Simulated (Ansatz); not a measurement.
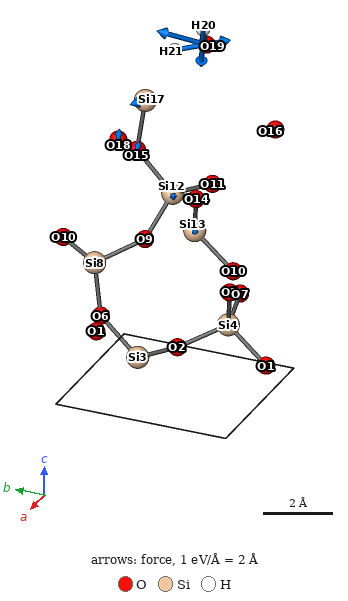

Starting geometry of a slab of composition Si6H2O13 (cut from the P3_221 phase) with the computed forces as blue arrows. A ball-and-stick model of the cell of the calculation, outlined in the plane, without the vacuum (origin shifted), seen from a free direction.

Case: 1 H2O a cell, flat, over a hollow Si-O-O site. The slab is the (1 0 0) face of SiO2 with H2O on it. 9 atoms are held fixed.

The calculation used DFT PBE+D3(BJ), scalar-relativistic, plane waves, PAW in Ansatz.

Input
```yaml
crystal:
  lattice:
    - [4.9152816296, 0.0, 0.0]
    - [0.0, 5.4220874143, 0.0]
    - [0.0, 0.0, 25.926851909]
  atoms:
    - { symbol: O, position: [0.7268435887, 0.779771652, 0.3085604078] }
    - { symbol: O, position: [0.931090104, 0.220228348, 0.3309163331] }
    - { symbol: Si, position: [0.2330595199, 0.3333333333, 0.3401057702] }
    - { symbol: Si, position: [0.7330595199, 0.0, 0.3512311528] }
    - { symbol: O, position: [0.431090104, 0.1131049854, 0.3604205899] }
    - { symbol: O, position: [0.2268435887, 0.5535616813, 0.3827765151] }
    - { symbol: O, position: [0.8420663073, 0.8868950146, 0.4054042375] }
    - { symbol: Si, position: [0.0338809602, 0.6666666667, 0.4277601627] }
    - { symbol: O, position: [0.8420663073, 0.4464383187, 0.4501160878] }
    - { symbol: O, position: [0.2297436826, 0.7728703875, 0.4730611379] }
    - { symbol: O, position: [0.433986764, 0.2133528135, 0.4937531784] }
    - { symbol: Si, position: [0.7357008884, 0.3264992191, 0.5037831734] }
    - { symbol: Si, position: [0.236408118, -0.0036165836, 0.5154428434] }
    - { symbol: O, position: [0.9351925406, 0.1092187522, 0.5236434853] }
    - { symbol: O, position: [0.7115868539, 0.545843048, 0.5471299067] }
    - { symbol: O, position: [0.3462162775, 0.8785310264, 0.5693517639] }
    - { symbol: Si, position: [0.4484226511, 0.6031593992, 0.5837795984] }
    - { symbol: O, position: [0.3070007285, 0.4178739687, 0.6187889346] }
    - { symbol: O, position: [0.6874747027, 0.1463024456, 0.6955433361] }
    - { symbol: H, position: [0.5127045829, 0.2371346122, 0.6955433361] }
    - { symbol: H, position: [0.8282722402, 0.2769436367, 0.6955433361] }
basis:
  ecutwfc: 420
kpoints:
  mp_grid: { grid: [3, 3, 1] }
hamiltonian:
  xc: pbe
  dispersion: d3bj
scf:
  occupations: { method: gaussian, width: 0.05 }
output:
  forces: true
  eigenvalues: true
  write_density: true
  write_potential: true
  elf: true
  volumetric_format: npy
relax:
  adjacent_minimum: "off"
  f_tol: 0.04
  max_steps: 100
  constraints: [{ sites: [0, 1, 2, 3, 4, 5, 6, 7, 8] }]
efield:
  axis: 3
  dipole_correction: true
  ramp_width: 0.04
```

Run as
```bash
ansatz run input.yaml --threads 2 --pin off --max-ram 5120MiB --backend cpu --events-out ev --progress --plain --runs-dir out
```

Q: What follows when this structure is relaxed?

A: It isn't relaxed: the largest force vector, on H21, is 0.91 eV/Å. The final displacements have little in common with the starting forces (cosine between the two patterns 0.13). The energy falls by 1.717 eV per cell of the calculation in 22 accepted moves (23 points after the start). Largest force component: 0.82 eV/Å at the start, 0.032 eV/Å at the end. The line search rejected the trial step at point 20 of the run. The atom that moves furthest is H21 (2.89 Å at 44° to the normal (−c side)). Largest moves by element: H 2.89 Å, O 2.28 Å, Si 0.58 Å. The cell doesn't change. Among the contacts that change: Si17–O19 4.295 → 1.849 Å, O16–Si17 1.619 → 1.670 Å, Si17–O18 1.522 → 1.555 Å, O19–H20 0.990 → 1.022 Å. New bonds form: Si17–O19 (4.30 → 1.85 Å). Bond angles that change, for instance: Si12–O11–Si13 139.7° → 156.6°, O15–Si17–O18 125.6° → 112.3°, Si8–O10–Si13 139.5° → 145.8°. The run may lie on a higher electronic state than the lowest, so the end point isn't shown to be the ground-state structure.

Limits of the set-up: the periodic images lie only 4.9 Å apart, so the values are limited by the cell's size.
